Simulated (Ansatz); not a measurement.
## Electronic structure of Co in real space

Input file:

```
crystal:
  lattice:
    - [2.4884022527, 0.0, 0.0]
    - [-1.2442011263, 2.1550195657, 0.0]
    - [0.0, 0.0, 6.1000971106]
  atoms:
    - { symbol: Co, position: [0.0, 0.0, 0.0], spin: 1.89 }
    - { symbol: Co, position: [0.3333333333, 0.6666666667, 0.3333333333], spin: 1.89 }
    - { symbol: Co, position: [0.6666666667, 0.3333333333, 0.6666666667], spin: 1.89 }
basis:
  ecutwfc: 420
kpoints:
  mp_grid: { grid: [30, 30, 14] }
hamiltonian:
  xc: pbe
scf:
  occupations: { method: gaussian, width: 0.1 }
  lower_state_search: "off"
output:
  forces: true
  stress: true
  eigenvalues: true
  populations: true
  write_density: true
  write_potential: true
  elf: true
  volumetric_format: npy
magnetization:
  spin_polarized: true
```

Run with:

```sh
ansatz run input.yaml --threads 2 --pin off --max-ram 4096MiB --backend cpu --events-out ev --progress --plain --runs-dir out
```

Space group Fm-3m; a generated structure, not necessarily the stable one; spin-polarised.

Level of theory: DFT PBE, scalar-relativistic, plane waves, PAW (Ansatz).

The density is the valence pseudo-density of a PAW calculation; it isn't the true density close to the nuclei.

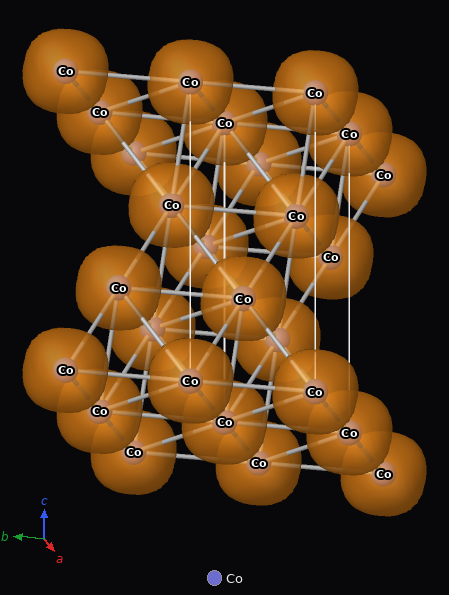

Figure 1. Isosurfaces of the spin density (up minus down) at +0.1 (orange) and −0.1 e/Å³ (purple), seen at an oblique angle. Sticks mark near contacts.

> Which atoms carry the moments, and with what signs?

The spin density sits on Co: +1.7 μB (×3) in one cell of 3 atoms: parallel moments (a ferromagnetic arrangement) in this solution. The cell of the calculation (3 atoms) carries 5.0 μB of net spin moment. Only one sign reaches the isovalue.

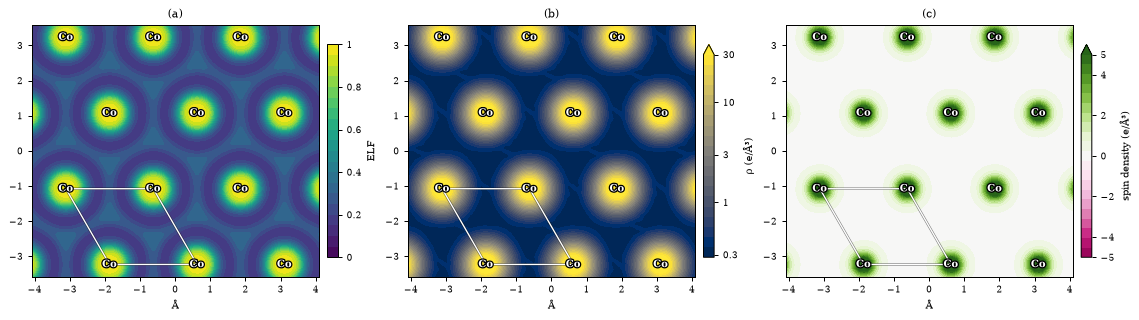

Figure 2. (a) ELF; (b) valence electron density; (c) magnetisation density (up minus down) on the (001) plane of the calculation cell.

> What does the map show?

Atoms in the plane: Co. Co–Co (2.49 Å): ρ is about 0.36 e/Å³ halfway; the ELF is about 0.25 at the midpoint (no localised pair shows between them). Between the atoms the lowest density in this plane is 0.28 e/Å³. The features right at Co lie inside the PAW spheres, where the map follows smoothed inner orbitals and isn't to be read closely.

> Does the calculation make it a metal, or give it a gap?

It is metallic or semimetallic at this level of theory: no gap opens.
